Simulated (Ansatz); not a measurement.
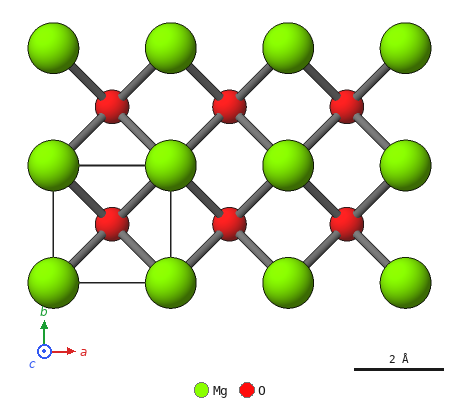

A crystal of MgO (built on the CsCl type), before the relaxation. The picture is a ball-and-stick view of the cell of the calculation, repeated 3 × 2 × 1 with one cell outlined, seen along the c axis.

Computed with Ansatz 0.2.0, DFT, LDA, plane waves, PAW.

The input:
```yaml
crystal:
  lattice:
    - [2.6598216231, 0.0, 0.0]
    - [0.0, 2.6598216231, 0.0]
    - [0.0, 0.0, 2.6598216231]
  atoms:
    - { symbol: Mg, position: [0.0, 0.0, 0.0] }
    - { symbol: O, position: [0.5, 0.5, 0.5] }
kpoints:
  mp_grid: { grid: [8, 8, 8] }
hamiltonian:
  xc: lda
scf:
  occupations: { method: fermi_dirac, width: 0.02 }
relax:
  f_tol: 0.005
  cell: {}
```

Command:
```bash
ansatz run input.yaml --threads 2 --pin off --max-ram 2211MiB --backend cpu --events-out ev --progress --plain --runs-dir out
```

Q: What does the optimiser find from here?

A: After 4 accepted moves (6 points after the start) the energy has fallen by 41.9 meV per cell of the calculation. All forces vanish by symmetry, so only the cell relaxes. The pressure goes from −9.87 to −0.02 GPa. The SCF was repeated twice at an unchanged geometry on a basis and grid sized afresh for the cell, which shifted the energy by 5.2 meV per cell of the calculation at most. The atoms keep their places relative to the cell (all moves are under 0.005 Å). The volume changes by −6.8 %, with a = b = c 2.660 → 2.598 Å (−2.3 %). Near-neighbour distances that change, for instance: Mg1–Mg1 2.660 → 2.598 Å, Mg1–O2 2.303 → 2.250 Å. The space group stays Pm-3m (No. 221). The run took 1.6 s on 2 threads of Intel(R) Xeon(R) 6975P-C (Granite Rapids), on a shared host, peak memory 0.32 GiB.

Final geometry:

```
CELL_PARAMETERS angstrom
2.59826 0.00000 0.00000
0.00000 2.59826 0.00000
0.00000 0.00000 2.59826
ATOMIC_POSITIONS crystal
Mg 0.00000 0.00000 0.00000
O 0.50000 0.50000 0.50000
```

After the run, drawn alike:

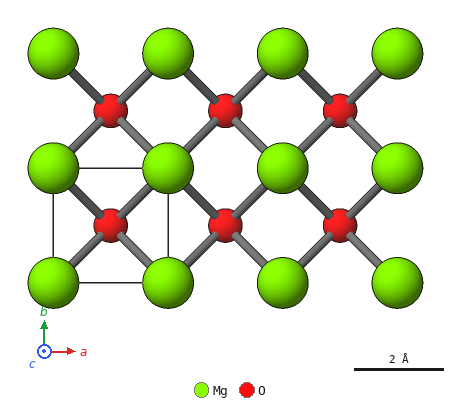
